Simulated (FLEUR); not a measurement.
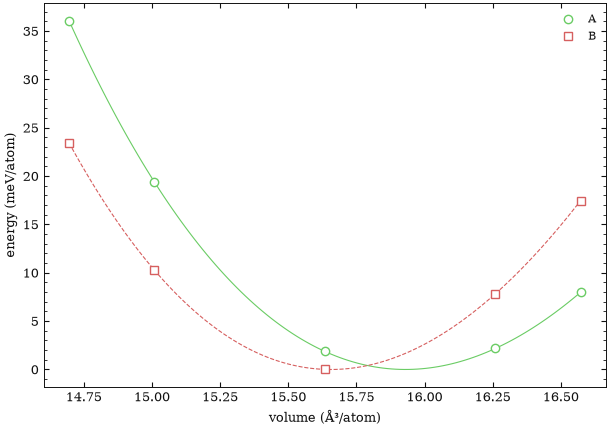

Plotted: energy against volume, with one curve for each functional, for TiAl₃ (space group I4/mmm). The labels are replaced by letters. In alphabetical order the cases are: PBE; r2SCAN.

Calculation (FLEUR MaX-R8.1 (later development tree)): all-electron LAPW DFT, no spin polarisation; energies at scaled volumes of the given cell, shape and fractions fixed, counted from the fit's minimum, third-order Birch-Murnaghan fit. All runs: no spin polarisation.

k mesh 10×10×10; occupations Fermi–Dirac; smearing width 0.05 eV; potentials all electron.

Which letter stands for which functional?

A: PBE; B: r2SCAN.

Caveats: shape and atomic fractions are frozen while scaling, which makes layered, chain and framework solids too stiff.
